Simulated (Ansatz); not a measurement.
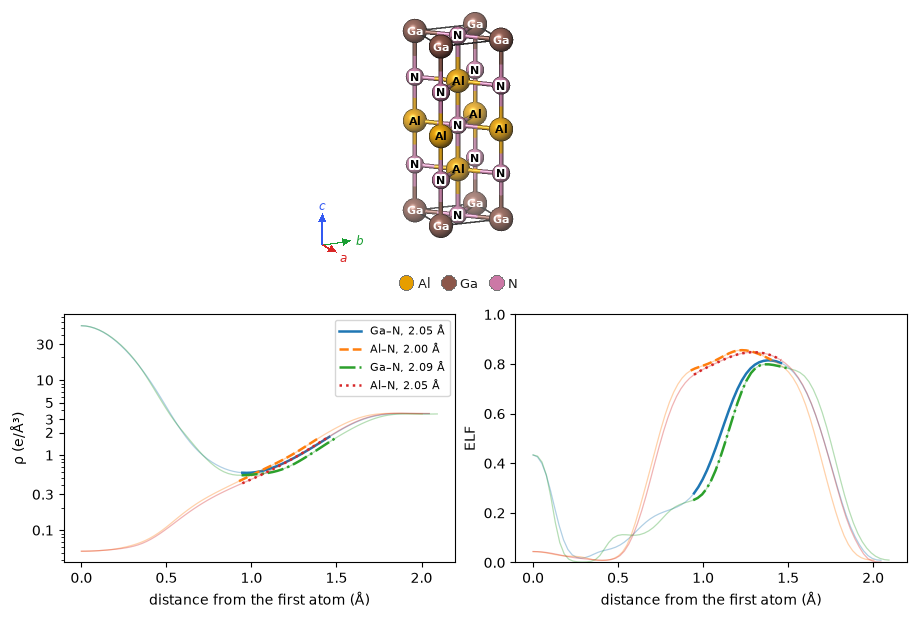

Figure. Al₃GaN₄. Valence pseudo-density and electron localisation function along straight lines between neighbouring atoms. Thin, pale parts lie inside the atomic spheres. The structure is drawn too.

Space group P4/mmm; a structure from a database of computed crystals, not necessarily the ambient phase; started from the Ca3CdO4-123 prototype, which need not be the ambient phase.

Computed with DFT, PBEsol, plane waves, PAW (Ansatz).

The density is the valence pseudo-density of a PAW calculation; it isn't the true density close to the nuclei.

**What can be read from the curves?**

Ga–N (2.05 Å): ρ is about 0.59 e/Å³ halfway; the ELF peaks at about 0.80 in the valence shell of N, 0.7 Å from its nucleus, and is about 0.35 at the midpoint.
Al–N (2.00 Å): ρ at the midpoint is about 0.54 e/Å³; the ELF peaks at about 0.85 in the valence shell of N, 0.8 Å from its nucleus, and is about 0.80 at the midpoint.
Ga–N (2.09 Å): ρ at the midpoint is about 0.56 e/Å³; the ELF peaks at about 0.80 in the valence shell of N, 0.7 Å from its nucleus, and is about 0.35 at the midpoint.
Al–N (2.05 Å): ρ is about 0.5 e/Å³ halfway; the ELF peaks at about 0.85 in the valence shell of N, 0.7 Å from its nucleus, and is about 0.80 at the midpoint.
